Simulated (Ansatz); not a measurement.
## Single-point calculation, with input and output: Zn₄₃Mg₅O₄₈ (part 1 of 2)

The run: single-point calculation of Zn₄₃Mg₅O₄₈ (96 atoms in the cell). Method and program: DFT, HSE06, PAW, plane waves (Ansatz 0.2.0).

The structure was built on a prototype by a generator; it need not be a known phase.

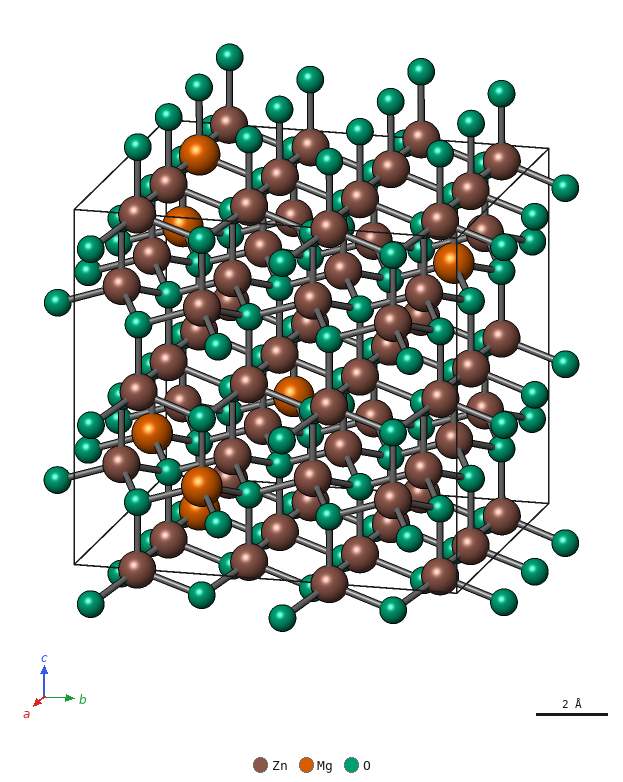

**Figure 1.** The structure (ball-and-stick view of the cell of the calculation, seen slightly off an axis; bonded neighbours outside the cell are drawn too). Near neighbours in the crystal (not all of them lie inside the picture): Zn has 4 O at 1.96 to 1.98 Å; Mg has 4 O at 1.96 to 1.98 Å; O has 1 Mg at 1.96 to 1.98 Å and 3 Zn at 1.96 to 1.98 Å; O has 2 Mg at 1.96 to 1.97 Å and 2 Zn at 1.96 to 1.97 Å; O has 4 Zn at 1.96 to 1.98 Å.

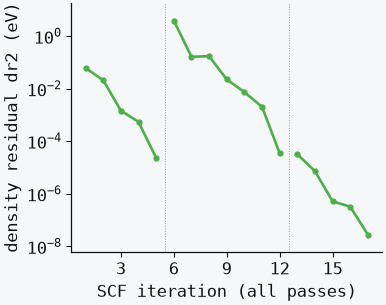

**Figure 2.** Convergence of the self-consistent field: density residual dr2 against the SCF iteration. The run starts with a semilocal functional; after that each stretch between dotted lines is one SCF of the hybrid functional between two exact rebuilds of the exchange operator by the outer loop. Early passes are stopped at a loose threshold. The passes take 5, 7 and 5 iterations.

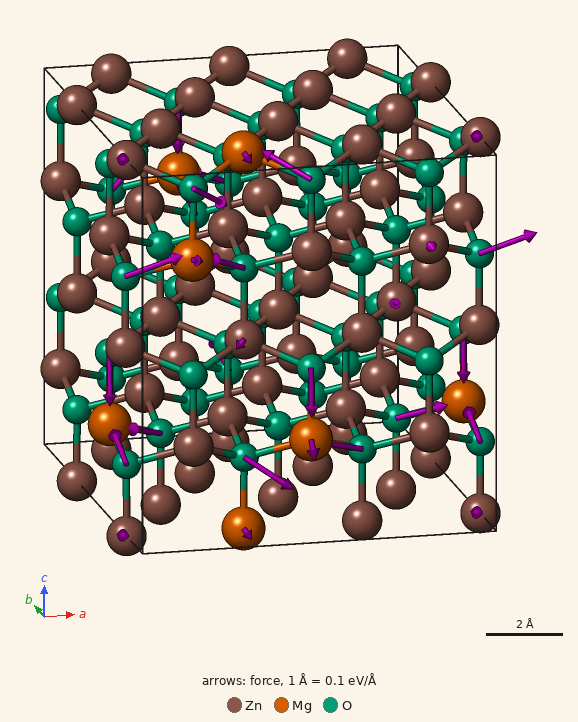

**Figure 3.** Forces on the atoms as pink arrows (ball-and-stick view of the cell of the calculation, seen slightly off an axis); the smallest are left out. The largest act on O50 (0.18 eV/Å); O49, O62, O69 (0.17 eV/Å); O51, O57, O65, O70, O78, O80 (0.16 eV/Å); O64 (0.16 eV/Å), among others. Atoms are counted from 1 in the order of the input and aren't labelled in the picture. 

The input that produced these results follows, with the program's output.

The input:
```yaml
crystal:
  lattice:
    - [9.703071, 0.000000, 0.000000]
    - [0.000000, 11.205662, 0.000000]
    - [0.000000, 0.000000, 10.407157]
  atoms:
    - { symbol: Zn, position: [0.167301, 0.083586, 0.250423] }
    - { symbol: Zn, position: [0.998886, 0.333622, 0.750179] }
    - { symbol: Zn, position: [0.501303, 0.083390, 0.750409] }
    - { symbol: Zn, position: [0.332910, 0.332737, 0.248829] }
    - { symbol: Zn, position: [0.334122, 0.333834, 0.748957] }
    - { symbol: Zn, position: [0.167446, 0.583093, 0.248474] }
    - { symbol: Zn, position: [0.167184, 0.582554, 0.748323] }
    - { symbol: Zn, position: [0.000101, 0.833307, 0.248812] }
    - { symbol: Zn, position: [0.000509, 0.833203, 0.748323] }
    - { symbol: Zn, position: [0.834156, 0.083278, 0.247870] }
    - { symbol: Zn, position: [0.832741, 0.084089, 0.749031] }
    - { symbol: Zn, position: [0.667531, 0.334102, 0.248094] }
    - { symbol: Zn, position: [0.666598, 0.333674, 0.749204] }
    - { symbol: Zn, position: [0.500137, 0.582967, 0.248370] }
    - { symbol: Zn, position: [0.500202, 0.582891, 0.748687] }
    - { symbol: Zn, position: [0.333926, 0.833109, 0.249852] }
    - { symbol: Zn, position: [0.832951, 0.583361, 0.248758] }
    - { symbol: Zn, position: [0.833396, 0.584031, 0.748772] }
    - { symbol: Zn, position: [0.665992, 0.832948, 0.248983] }
    - { symbol: Zn, position: [0.667255, 0.834144, 0.748630] }
    - { symbol: Zn, position: [0.998530, 0.168138, 0.499302] }
    - { symbol: Zn, position: [0.000896, 0.164880, 0.999399] }
    - { symbol: Zn, position: [0.334473, 0.166723, 0.501634] }
    - { symbol: Zn, position: [0.166175, 0.416136, 0.499393] }
    - { symbol: Zn, position: [0.167740, 0.418169, 0.998675] }
    - { symbol: Zn, position: [0.000186, 0.666427, 0.498700] }
    - { symbol: Zn, position: [0.999824, 0.666838, 0.998944] }
    - { symbol: Zn, position: [0.666305, 0.166782, 0.499177] }
    - { symbol: Zn, position: [0.667212, 0.166650, 0.999633] }
    - { symbol: Zn, position: [0.500175, 0.416587, 0.498245] }
    - { symbol: Zn, position: [0.499264, 0.417323, 0.998646] }
    - { symbol: Zn, position: [0.333575, 0.665493, 0.498971] }
    - { symbol: Zn, position: [0.333328, 0.667755, 0.999228] }
    - { symbol: Zn, position: [0.165927, 0.916247, 0.499888] }
    - { symbol: Zn, position: [0.166632, 0.917282, 0.999335] }
    - { symbol: Zn, position: [0.833657, 0.416609, 0.499515] }
    - { symbol: Zn, position: [0.832485, 0.417069, 0.998891] }
    - { symbol: Zn, position: [0.666670, 0.666823, 0.498924] }
    - { symbol: Zn, position: [0.666592, 0.666822, 0.998681] }
    - { symbol: Zn, position: [0.500860, 0.917518, 0.500459] }
    - { symbol: Zn, position: [0.499955, 0.916041, 0.999730] }
    - { symbol: Zn, position: [0.833555, 0.916997, 0.498736] }
    - { symbol: Zn, position: [0.833244, 0.916323, 0.998872] }
    - { symbol: Mg, position: [0.164071, 0.083175, 0.747592] }
    - { symbol: Mg, position: [0.000081, 0.333505, 0.247728] }
    - { symbol: Mg, position: [0.500004, 0.083810, 0.249810] }
    - { symbol: Mg, position: [0.333197, 0.832218, 0.748010] }
    - { symbol: Mg, position: [0.331936, 0.167188, 0.998829] }
    - { symbol: O, position: [0.000861, 0.166475, 0.189334] }
    - { symbol: O, position: [0.998607, 0.167697, 0.688886] }
    - { symbol: O, position: [0.333552, 0.166268, 0.188475] }
    - { symbol: O, position: [0.332980, 0.166139, 0.691621] }
    - { symbol: O, position: [0.166878, 0.416741, 0.188869] }
    - { symbol: O, position: [0.166173, 0.415999, 0.689238] }
    - { symbol: O, position: [0.000301, 0.666606, 0.188998] }
    - { symbol: O, position: [0.000454, 0.666557, 0.688678] }
    - { symbol: O, position: [0.666946, 0.166809, 0.189707] }
    - { symbol: O, position: [0.666599, 0.167110, 0.689015] }
    - { symbol: O, position: [0.499836, 0.416352, 0.188901] }
    - { symbol: O, position: [0.500319, 0.416713, 0.688376] }
    - { symbol: O, position: [0.333699, 0.666893, 0.189076] }
    - { symbol: O, position: [0.333642, 0.665781, 0.688781] }
    - { symbol: O, position: [0.167195, 0.916696, 0.189633] }
    - { symbol: O, position: [0.167071, 0.916572, 0.689592] }
    - { symbol: O, position: [0.833745, 0.417128, 0.188726] }
    - { symbol: O, position: [0.833121, 0.417346, 0.689328] }
    - { symbol: O, position: [0.666705, 0.666683, 0.188710] }
    - { symbol: O, position: [0.666637, 0.667181, 0.688880] }
    - { symbol: O, position: [0.499953, 0.917024, 0.189795] }
    - { symbol: O, position: [0.499929, 0.916816, 0.690008] }
    - { symbol: O, position: [0.833098, 0.916227, 0.188853] }
    - { symbol: O, position: [0.833904, 0.917193, 0.688794] }
    - { symbol: O, position: [0.166499, 0.083776, 0.441052] }
    - { symbol: O, position: [0.166896, 0.083282, 0.937249] }
    - { symbol: O, position: [0.999766, 0.333853, 0.437499] }
    - { symbol: O, position: [0.000172, 0.333137, 0.940706] }
    - { symbol: O, position: [0.499826, 0.083490, 0.439125] }
    - { symbol: O, position: [0.499629, 0.083512, 0.940924] }
    - { symbol: O, position: [0.333257, 0.332875, 0.439269] }
    - { symbol: O, position: [0.333179, 0.333689, 0.938876] }
    - { symbol: O, position: [0.166667, 0.582884, 0.438694] }
    - { symbol: O, position: [0.166702, 0.584305, 0.938486] }
    - { symbol: O, position: [0.999784, 0.833190, 0.438725] }
    - { symbol: O, position: [0.000036, 0.833529, 0.938780] }
    - { symbol: O, position: [0.833046, 0.083392, 0.438290] }
    - { symbol: O, position: [0.833370, 0.083119, 0.939082] }
    - { symbol: O, position: [0.667051, 0.333349, 0.438609] }
    - { symbol: O, position: [0.666144, 0.333403, 0.939009] }
    - { symbol: O, position: [0.500495, 0.583192, 0.438409] }
    - { symbol: O, position: [0.499790, 0.583851, 0.938820] }
    - { symbol: O, position: [0.333634, 0.833224, 0.440473] }
    - { symbol: O, position: [0.333215, 0.833803, 0.937960] }
    - { symbol: O, position: [0.833345, 0.583416, 0.438907] }
    - { symbol: O, position: [0.833286, 0.583607, 0.938689] }
    - { symbol: O, position: [0.666730, 0.833531, 0.439024] }
    - { symbol: O, position: [0.666556, 0.833293, 0.938735] }
kpoints:
  mp_grid: { grid: [1, 1, 1] }
hamiltonian:
  xc: hse06
scf:
  occupations: { method: fermi_dirac, width: 0.01 }
output:
  forces: true
  eigenvalues: true
  populations: true
  eigenstates: { kpoints: [[0, 0, 0]], e_range: [-6.0, 6.0], localisation: true }
```

Launched with:
```bash
ansatz run in.yaml --threads 32 --pin off --max-ram 171000MiB --runs-dir r --events-out ev --progress --plain --backend cuda --devices 0,
```

Log:
```
Pseudopotentials: kind: paw
Functional definition: HSE06
  parameter a = 0.25
  parameter omega = 0.11/bohr
  exchange = pbe_x - a*pbe_x_sr(omega) + a*exact_x_sr(omega)
  correlation = pbe_c
Crystal: 96 atoms, lattice volume = 1131.563 Å³
Basis set: ecut = 420 eV, 22143 PW (Γ), exchange–correlation on 144×150×144 points (8 copies of the dense FFT grid, shifted against one another)
Bands: 523, of which v1, the nominal top of the filled ones, is band 427 counted from 1 (426 counted from 0)
Symmetry: 1 space group operations
Space group: P1 (ITA 1), of the structure as read, at distance tolerance 1.0e-4 Å
k-points: 1
Non-local potential: Zn, projectors of the file, l = 0: 2, l = 1: 2, l = 2: 3, l = 3: 1
Non-local potential: Mg, projectors of the file, l = 0: 3, l = 1: 2, l = 2: 1
Non-local potential: O, projectors of the file, l = 0: 2, l = 1: 2, l = 2: 1
PAW form: soft (Blöchl's): semilocal exchange-correlation on the pseudo side does not see the compensation charge
PAW frozen core: Zn, regenerated for the run's functional, and the local potential with it (the file was generated under x = pbe(κ = 0.804, μ = 0.2195149727645171), c = pbe(β = 0.06672455060314922))
PAW frozen core: Mg, regenerated for the run's functional, and the local potential with it (the file was generated under x = pbe(κ = 0.804, μ = 0.2195149727645171), c = pbe(β = 0.06672455060314922))
PAW frozen core: O, regenerated for the run's functional, and the local potential with it (the file was generated under x = pbe(κ = 0.804, μ = 0.2195149727645171), c = pbe(β = 0.06672455060314922))
PAW one-centre angular grid: Zn, 590 points (default); XC on 64 Gauss nodes
PAW one-centre angular grid: Mg, 110 points (default); XC on 96 Gauss nodes
PAW one-centre angular grid: O, 110 points (default); XC on 96 Gauss nodes
Initial density: superposition of atomic densities (neutral atoms: chi_scale 0, normalization atom), corrected by the library's trained network
Initial wavefunctions: pseudopotential atomic-orbital guess
Functional: x = pbe(κ = 0.804, μ = 0.2195149727645171), c = pbe(β = 0.06672455060314922), warm-up for x = pbe(κ = 0.804, μ = 0.2195149727645171) + 0.25 (exact − pbe) at short range (hse, ω = 0.20786987370883472 Å⁻¹), c = pbe(β = 0.06672455060314922); HSE06 as pw.x's `hse` composes it (authors' and Libxc's form: `xc: wpbeh`)
SCF iter   1: F=—  HF=-179602.775230 eV  |F-HF|=—  |Δ(HF+E_count)|=         —  Δρ=2.99e-3  dr2=6.06e-2  ethr=1.77e-3  ⟨swp⟩=11.0  Hψ=2412  notcnv=0
preconditioner: auto → none  [insulator: Δε(μ)=1.064 eV  Ē_g=12.825 eV  σ=0.010 eV  W_gap=1.00  n_scr=336 (ndim 8)  ℏωp=31.5 eV  f_vac=0.035  D(μ)=0.00/eV (n_scr^D=0)]
SCF iter   2: F=—  HF=-179602.770101 eV  |F-HF|=—  |Δ(HF+E_count)|=   5.13e-3  Δρ=1.67e-3  dr2=2.08e-2  ethr=7.10e-6  ⟨swp⟩=10.0  Hψ=2086  notcnv=0  defer=2
iter 3 solved again at ethr=1.69e-7 eV; its pass at ethr=2.43e-6 eV (dr2=1.44e-3 eV) is discarded
SCF iter   3: F=—  HF=-179602.762465 eV  |F-HF|=—  |Δ(HF+E_count)|=   7.64e-3  Δρ=5.08e-4  dr2=1.45e-3  ethr=1.69e-7  ⟨swp⟩=4.0  Hψ=2550  notcnv=0  defer=4
SCF iter   4: F=—  HF=-179602.763389 eV  |F-HF|=—  |Δ(HF+E_count)|=   9.24e-4  Δρ=2.92e-4  dr2=5.40e-4  ethr=1.69e-7  ⟨swp⟩=6.0  Hψ=1220  notcnv=0  defer=3
SCF iter   5: F=-179602.763766 eV  HF=-179602.763763 eV  |F-HF|=2.76e-6  |Δ(HF+E_count)|=   3.74e-4  Δρ=5.29e-5  dr2=2.29e-5  ethr=6.32e-8  ⟨swp⟩=5.0  Hψ=1237  notcnv=0  defer=2
SCF 1 stopped early in 5 iterations: F = -179602.763766 eV  dr2 = 2.29e-5
  greatest PAW one-centre occupation: 1.000 electrons in one spin orbital (limit 2), on the Mg atom at site 43 (counted from 0), in its partial waves of l = 0
Initial density: handed on by an earlier stage of this run
Initial wavefunctions: those handed on with the density
Functional: x = pbe(κ = 0.804, μ = 0.2195149727645171) + 0.25 (exact − pbe) at short range (hse, ω = 0.20786987370883472 Å⁻¹), c = pbe(β = 0.06672455060314922); HSE06 as pw.x's `hse` composes it (authors' and Libxc's form: `xc: wpbeh`)
Exchange kernel: α = 0.2500, screened, ω = 0.2079 Å⁻¹, Wigner–Seitz truncation, v(0) = 922.8672 eV·Å³, q-mesh 1×1×1, nearest image of the exchange supercell L = 9.70 Å, pair-density grid 48×54×50, without the augmentation charges, whose exchange is taken in its separable form (sized by the pseudopotential files, 72×75×72 at the most), smooth part of the exact exchange by density-matrix convolution
Frozen-core exchange: fock
SCF iter   1: F=—  HF=-179599.424393 eV  |F-HF|=—  |Δ(HF+E_count)|=         —  Δρ=2.51e-2  dr2=3.88e0  ethr=2.68e-8  ⟨swp⟩=17.0  Hψ=3471  notcnv=0
preconditioner: auto → none  [insulator: Δε(μ)=2.880 eV  Ē_g=15.775 eV  σ=0.010 eV  W_gap=1.00  n_scr=336 (ndim 8)  ℏωp=31.5 eV  f_vac=0.037  D(μ)=0.00/eV (n_scr^D=0)]
SCF iter   2: F=—  HF=-179598.201414 eV  |F-HF|=—  |Δ(HF+E_count)|=    1.22e0  Δρ=4.34e-3  dr2=1.62e-1  ethr=2.68e-8  ⟨swp⟩=6.0  Hψ=2744  notcnv=0
SCF iter   3: F=—  HF=-179598.531206 eV  |F-HF|=—  |Δ(HF+E_count)|=   3.30e-1  Δρ=5.57e-3  dr2=1.71e-1  ethr=2.68e-8  ⟨swp⟩=6.0  Hψ=2519  notcnv=0
SCF iter   4: F=—  HF=-179598.503646 eV  |F-HF|=—  |Δ(HF+E_count)|=   2.76e-2  Δρ=2.11e-3  dr2=2.22e-2  ethr=2.68e-8  ⟨swp⟩=5.0  Hψ=1986  notcnv=0
SCF iter   5: F=—  HF=-179598.530064 eV  |F-HF|=—  |Δ(HF+E_count)|=   2.64e-2  Δρ=1.03e-3  dr2=7.35e-3  ethr=2.68e-8  ⟨swp⟩=6.0  Hψ=2065  notcnv=0
SCF iter   6: F=—  HF=-179598.527549 eV  |F-HF|=—  |Δ(HF+E_count)|=   2.51e-3  Δρ=4.23e-4  dr2=2.01e-3  ethr=2.68e-8  ⟨swp⟩=5.0  Hψ=1960  notcnv=0
SCF iter   7: F=-179598.526999 eV  HF=-179598.527002 eV  |F-HF|=3.19e-6  |Δ(HF+E_count)|=   5.47e-4  Δρ=3.99e-5  dr2=3.46e-5  ethr=2.68e-8  ⟨swp⟩=4.0  Hψ=1493  notcnv=0
SCF 2 stopped early in 7 iterations: F = -179598.526999 eV  dr2 = 3.46e-5
  Residual-converged pass: ⟨swp⟩=4.0  Hψ=1452  notcnv=0  max |occ|·‖R‖ = 5.7e-6 eV (tolerance 6.7e-6 eV)  dr2=3.48e-5  dr2_onsite=1.42e-6  max |Δocc| = 0.0e0
hybrid outer 1: dexx = +5.252e-1 eV, tail = 1.40e-3 eV
```
